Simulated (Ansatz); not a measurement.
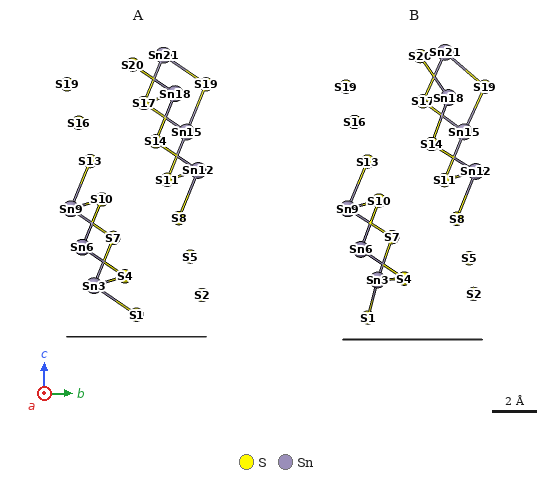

Two geometries of a slab of composition SnS$_{2}$ (cut from the P-3m1 phase), drawn at one scale. One is the start of a relaxation, the other its converged end. A ball-and-stick model of the cell of the calculation, outlined in the plane, without the vacuum (origin shifted), seen along the a axis.

Level of theory: DFT PBEsol, scalar-relativistic, plane waves, PAW in Ansatz 0.2.0. (plane-wave cutoff 420 eV; k-point mesh 5 × 4 × 1; occupations gaussian; smearing width 0.05 eV; no spin polarisation; dipole correction; atoms relaxed in a fixed cell; force threshold 0.02 eV/Å; at most 60 steps)

Q: Which geometry has the lower energy?

A: Structure B is the relaxed one. Case: (1 1 1) slab, atoms relaxed. The slab is the (1 1 1) face of SnS2. Over 18 accepted moves (19 points after the start) the energy falls by 3.429 eV per cell of the calculation. Largest force component: 1.4 eV/Å at the start, 0.0093 eV/Å at the end. The line search rejected the trial step at point 13 of the run. The atom that moves furthest relative to the layer's centre is S1 (2.05 Å within the plane). By element the largest moves are S 2.05 Å, Sn 0.54 Å. The cell stays as it was. Some distances before and after: S1–S2 3.624 → 2.038 Å, S2–Sn3 2.572 → 3.217 Å, Sn3–S4 2.572 → 2.360 Å, Sn18–S20 2.572 → 2.393 Å. New bonds form: S1–S2 (3.62 → 2.04 Å). Bond angles that change, for instance: S1–Sn3–S5 180.0° → 108.5°, S1–Sn3–S4 90.4° → 134.1°, S16–Sn18–S20 180.0° → 153.6°.
